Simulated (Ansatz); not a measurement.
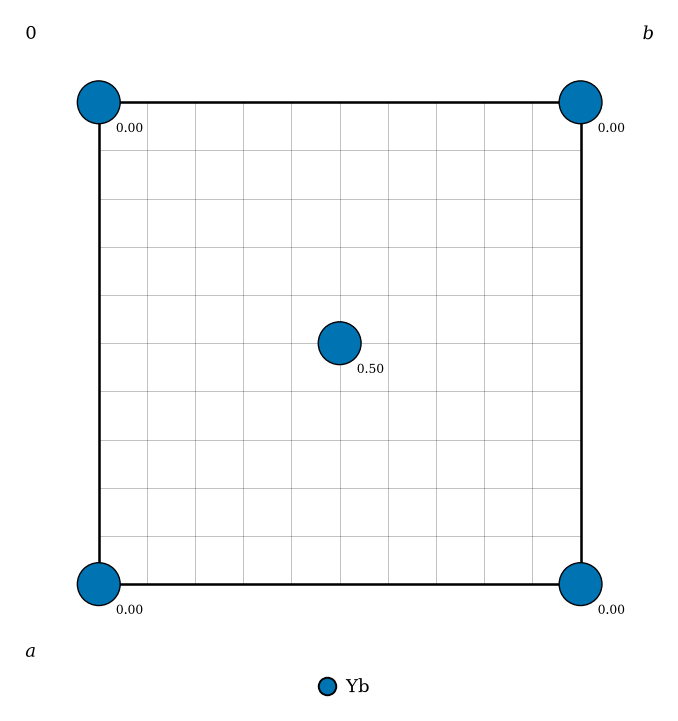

Plan of a unit cell projected along c (a down the page, b across); the numbers are heights as fractions of c, and atoms on the cell's edges are repeated. The grid marks tenths of a and b. Source: the input geometry of an electronic-structure calculation (not necessarily at equilibrium); the starting structure was generated, so it need not be a known form of this composition. Geometry calculated from the standardised cell; symmetry tolerance 0.002 Å.

a = 4.357 Å, b = 4.357 Å, c = 4.357 Å, α = 90.00°, β = 90.00°, γ = 90.00°.

### What does the cell contain?

2 Yb: Yb, Z = 2.

### Give the fractional coordinates of all atoms, to two places.

```tsv
atom	x	y	z
Yb	0.00	0.00	0.00
Yb	0.50	0.50	0.50
```
